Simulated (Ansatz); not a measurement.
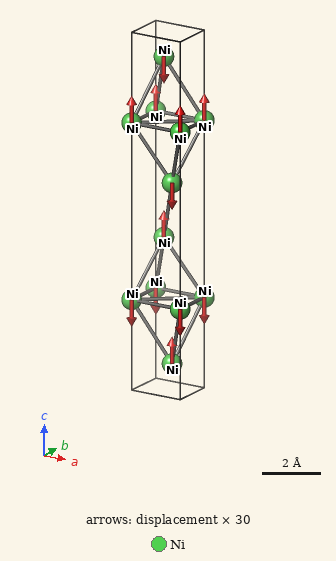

A relaxation of a crystal of Ni (set up in R-3m) (coarse preliminary run). The starting structure is drawn; red arrows show the displacements (the part carried along by the change of the cell is left out), 30 times their true length.

The picture is a ball-and-stick view of the conventional cell (3 times the calculation's cell), seen slightly off an axis. Lengths and directions refer to the drawn axes.

Case: 2 of 2 H taken out, relaxed.

All numbers below come from Ansatz, DFT PBE, scalar-relativistic, plane waves, PAW.

Input file:
```yaml
crystal:
  lattice:
    - [1.2804839901, 0.7392877764, 4.1885837494]
    - [-1.2804839901, 0.7392877764, 4.1885837494]
    - [0.0, -1.4785755527, 4.1885837494]
  atoms:
    - { symbol: Ni, position: [0.7473725518, 0.7473725518, 0.7473725518], spin: 0.81 }
    - { symbol: Ni, position: [0.2526274482, 0.2526274482, 0.2526274482], spin: 0.81 }
basis:
  ecutwfc: 420
kpoints:
  mp_grid: { grid: [12, 12, 12] }
hamiltonian:
  xc: pbe
scf:
  occupations: { method: gaussian, width: 0.1 }
output:
  forces: true
  stress: true
  eigenvalues: true
  populations: true
magnetization:
  spin_polarized: true
relax:
  adjacent_minimum: "off"
  f_tol: 0.0325
  max_steps: 70
  cell: { stress_tol: 0.24 }
```

Run as
```bash
ansatz run input.yaml --threads 2 --pin off --max-ram 5120MiB --backend cpu --events-out ev --progress --plain --runs-dir out
```

Q: What happened in the run?

A: The energy falls by 53.6 meV per atom in 3 accepted moves (4 points after the start). Largest force component: 0.39 eV/Å at the start, under 0.0001 eV/Å at the end. The pressure goes from −13.55 to 0.07 GPa. The SCF was repeated once at an unchanged geometry on a basis and grid sized afresh for the cell, which shifted the energy by 0.5 meV per atom at most. The largest moves relative to the cell, 0.032 Å, are those of Ni1 and Ni2. Ni2 goes along −c. The volume changes by −8.4 %, with a = b 2.561 → 2.490 Å (−2.8 %), c 12.566 → 12.179 Å (−3.1 %). Near-neighbour distances that change, for instance: Ni1–Ni2 2.618 → 2.487 Å, Ni1–Ni1 2.561 → 2.490 Å, Ni1–Ni2 (another image) 2.510 → 2.487 Å. The space group (tolerance 0.01 Å) goes from R-3m (No. 166) to Fm-3m (No. 225). The run took 26 s on 2 threads of AMD EPYC 9R14 (Zen 4), with other jobs on the host, peak memory 0.52 GiB.
